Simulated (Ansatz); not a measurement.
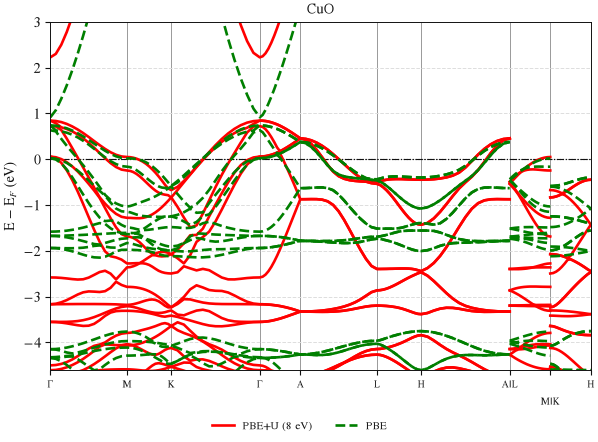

Band structures of wurtzite CuO, space group P6_3mc, 4 atoms in the cell (a = 3.288 Å, c = 5.385 Å (hexagonal axes)), by two methods on the same cell. Each is counted from its own Fermi level.

### How do the methods compare?

Both give a metal. Levels within 1 eV of the Fermi level differ by 0.09 eV on average and by 0.32 eV at most (between A and L). Filled levels 1 to 5 eV under it lie 0.68 eV higher on average in PBE than in PBE+U (8 eV).

Settings. PBE+U (8 eV): Cu d U = 8 eV, Ansatz PAW, no spin polarisation, no spin-orbit coupling, 9×9×5 k mesh, 420 eV cutoff, Fermi-Dirac smearing of 0.05 eV (Ansatz). PBE: Ansatz PAW, no spin polarisation, no spin-orbit coupling, 9×9×5 k mesh, 420 eV cutoff, Fermi-Dirac smearing of 0.05 eV (Ansatz 0.2.0).

The cell is at −4 GPa in PBE+U (8 eV) and −9 GPa in PBE. The run has no spin polarisation, though such a crystal can be magnetic. The usual form of CuO is monoclinic. The cell was built from a pattern and not relaxed, so its bond lengths can be off. Semilocal functionals often make such compounds metallic where correlation or magnetic order opens a gap, which also shifts bond lengths.
